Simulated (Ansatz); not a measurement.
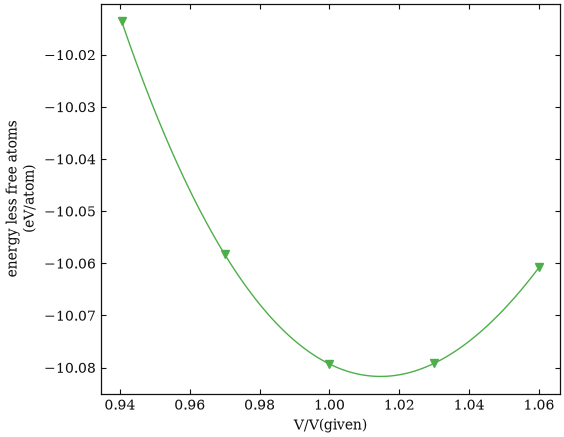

Plotted: energy less free atoms against V/V(given) for TaC, space group Fm-3m (No. 225).

Structure:
```
Ta C
1.0
     0.00000    2.22700    2.22700
     2.22700    0.00000    2.22700
     2.22700    2.22700    0.00000
Ta C
1 1
Direct
  0.00000 0.00000 0.00000
  0.50000 0.50000 0.50000
```

Method: periodic Kohn-Sham DFT of a crystal at fixed atoms, scaled to the stated factor times the given cell; pressure positive in compression, energy less spherical unpolarised free atoms (Ansatz 0.2.0). Level: PBE.

method all-electron LAPW; relativity scalar; k mesh 13×13×13; occupations Fermi–Dirac; smearing width 0.08 eV; basis error target 0.25 (meV/atom); nucleus Gaussian.

V(given) is 11.04 Å³/atom.

From this curve and the settings, what does the calculation give for the pressure at the same points?

The pressure falls from 28.5 GPa at V/V(given) 0.941 to −12.9 GPa at 1.060, and changes sign near 1.015.

| V/V(given) | pressure (GPa) |
| --- | --- |
| 0.941 | 28.5 |
| 0.970 | 15.8 |
| 1.000 | 4.8 |
| 1.030 | −4.7 |
| 1.060 | −12.9 |

Caveats: no spin-orbit coupling on heavy atoms.
